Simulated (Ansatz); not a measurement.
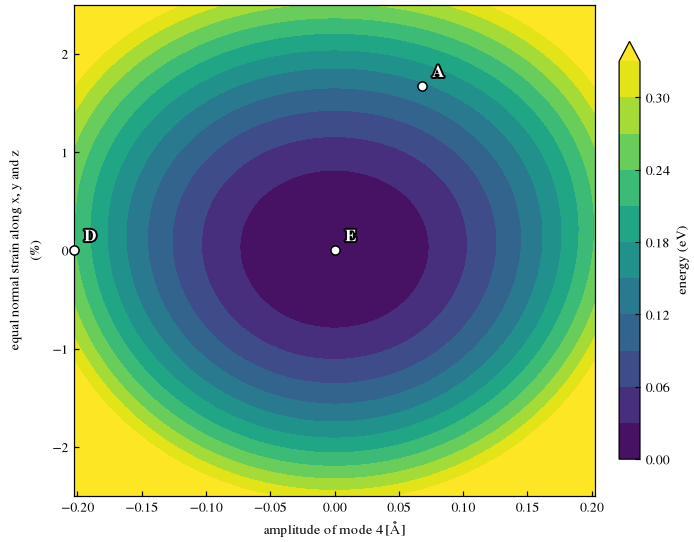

HfO2 (P4_2/mnm, No. 136; 6 atoms in the cell). 
- The energy is mapped over a normal mode and a strain (zone-centre modes of the 6-atom cell of this scan) (x along [1 0 0], y along [0 1 0], z along [0 0 1] of the conventional cell).
- The first coordinate is: amplitude of mode 4 (90 cm⁻¹), largest displacement in the unstrained cell; the second: equal normal strain along x, y and z.
- Nothing is relaxed (the pattern is fixed in fractional coordinates).
- The scan uses a 7 × 7 grid; 28 points were computed and 21 follow by symmetry.
- Points are written as (first, second).
- Energies are in eV per cell, from the lowest grid point.
- Level of theory: DFT PBE, scalar-relativistic, plane waves, PAW (Ansatz 0.2.0). Settings: cutoff 520 eV, k-mesh 6×6×8 in the order of the run's cell vectors, gaussian smearing 0.05 eV, no spin polarisation.

Drawn: filled contours, one colour for all values above the top of the scale, lettered points. Between grid points the surface is interpolated.

Question: Is A the lowest point of the computed grid?

Answer: No. A lies 0.144 eV above the lowest grid point, which is at (0.000 Å, 0.00 %).

Question: What kind of point is each of A, E: minimum, saddle, maximum or slope?

Answer: A: on a slope; E: minimum. (In these two coordinates alone; a stationary point may lie a little off the grid point.)

PAW datasets: the set soft_1.
